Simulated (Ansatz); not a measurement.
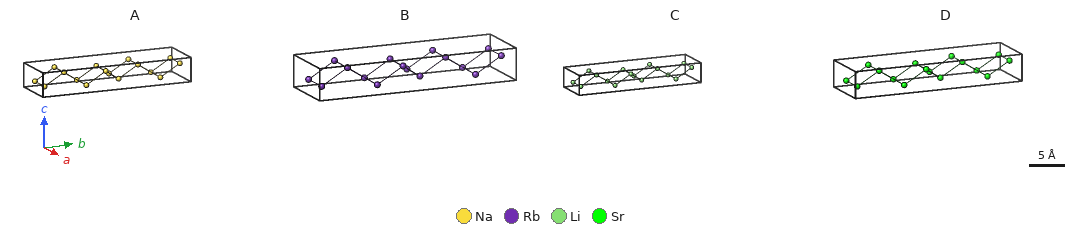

One structure type (space group Cmcm for the parent) with different elements on its sites, each relaxed in cell and atoms to zero pressure (within 0.1 GPa). A ball-and-stick model of the cell of the calculation, reduced to other axes, repeated to show the pattern, seen slightly off an axis. Lengths and directions refer to the drawn axes.

Theory: Ansatz, DFT PBEsol, scalar-relativistic, plane waves, PAW. Set-up: plane-wave cutoff 420 eV; occupations gaussian; smearing width 0.1 eV; no spin polarisation. The k-mesh is chosen for each cell (12×12×4, 8×10×4, 14×14×6, 10×12×4).

Give the formulas, and rank the crystals by volume per atom, smallest first.

C = Li (20.2 Å³), A = Na (37.3 Å³), D = Sr (52.6 Å³), B = Rb (89.0 Å³).
